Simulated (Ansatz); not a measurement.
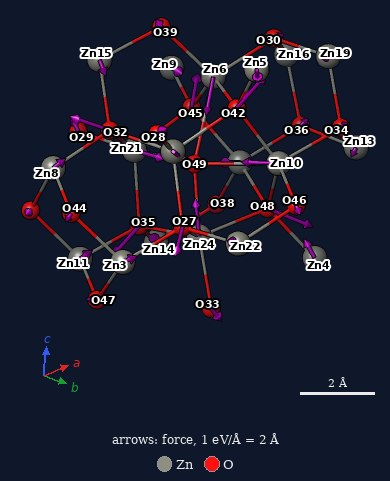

Starting geometry of a defect cell of composition Zn24O25 (cell charge −2) with the computed forces as purple arrows. Style: ball-and-stick. Shown: the atoms within 5.0 Å of the atom that moves most (axes of the cell of the calculation), from a free direction.

Case: O interstitial, charge -2, atoms relaxed at the host's cell.

The calculation used Ansatz 0.2.0, DFT PBE, scalar-relativistic, plane waves, PAW. Set-up: plane-wave cutoff 420 eV; k-point mesh 2 × 2 × 2; occupations gaussian; smearing width 0.01 eV; mesh shifted by (0.5, 0.5, 0.5); no spin polarisation; atoms relaxed in a fixed cell; force threshold 0.025 eV/Å; at most 45 steps.

> Is this structure relaxed? If not, where do the atoms go?

It isn't relaxed: the largest force vector, on O atoms, is 0.72 eV/Å. The final displacements follow the starting forces only in part (cosine between the two patterns 0.58). The atom that moves furthest is an O atom (0.085 Å along [1 1 1]). By element the largest moves are O 0.085 Å, Zn 0.059 Å. The cell stays as it was. Near-neighbour distances that change, for instance: O–Zn 2.449 → 2.333 Å, O–Zn 2.130 → 2.183 Å, O–Zn 2.042 → 2.079 Å, O–Zn 2.031 → 2.056 Å. Among the angles between lasting bonds that change: O–Zn–O 130.3° → 136.9°, Zn–O–Zn 96.2° → 91.9°, Zn–O–Zn 121.7° → 125.6°. Over 3 accepted moves (4 points after the start) the energy falls by 0.186 eV per cell of the calculation. The largest force component goes from 0.56 to 0.021 eV/Å. 1 step only repeated the SCF at the same geometry. Cost: 120 s on 4 threads of Arm Neoverse V1, on a shared host, peak memory 1.8 GiB.

Limits of the set-up: the periodic images lie only 8.4 Å apart, so the values are limited by the cell's size; the cell is charged, on a uniform background, and energies carry no finite-size correction.
